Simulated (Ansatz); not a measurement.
## Single-point calculation, with input and output: SnSe

- system: SnSe (Pm-3m, 2 atoms in the cell)
- method: density functional or hybrid calculation with the settings of its input, plane waves (Ansatz 0.2.0)

The structure was built on a prototype by a generator. The geometry comes from this level: r2SCAN.

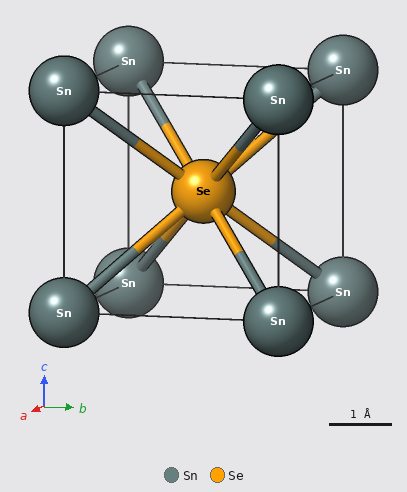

Fig. 1: The structure as given in the input (ball-and-stick view of the cell of the calculation, seen slightly off an axis). Near neighbours in the crystal (not all of them lie inside the picture): Sn has 8 Se at 3.17 Å; Se has 8 Sn at 3.17 Å.

### Input file
```yaml
crystal:
  lattice:
    - [3.6653564515, 0.0, 0.0]
    - [0.0, 3.6653564515, 0.0]
    - [0.0, 0.0, 3.6653564515]
  atoms:
    - { symbol: Sn, position: [0.0, 0.0, 0.0] }
    - { symbol: Se, position: [0.5, 0.5, 0.5] }
kpoints:
  mp_grid: { grid: [4, 4, 4] }
hamiltonian:
  xc: { exchange: pbe, correlation: pbe, exx: { coeff: -0.2 } }
scf:
  occupations: { method: fermi_dirac, width: 0.02 }
  n_extra_bands: 4
output:
  forces: true
  stress: true
  eigenvalues: true
```

Hardware: 4 CPU threads, shared host.

Run as:
```bash
ansatz run input.yaml --threads 4 --pin off --max-ram 3686MiB --backend cpu --events-out ev --progress --plain --runs-dir out
```

### The program's output
```
Error: invalid value for `hamiltonian.xc.exx.coeff`: must be finite and in (0, 1]; got -0.2
```

### What the run reported

| quantity | value |
| --- | --- |
| outcome | refused by the program |
| space group (tolerance 0.01 Å) | Pm-3m (221) |

### What went wrong

Some settings of this run were drawn to be unusual or wrong. The program refused the input: “invalid value for `hamiltonian.xc.exx.coeff`: must be finite and in (0, 1]; got -0.2”
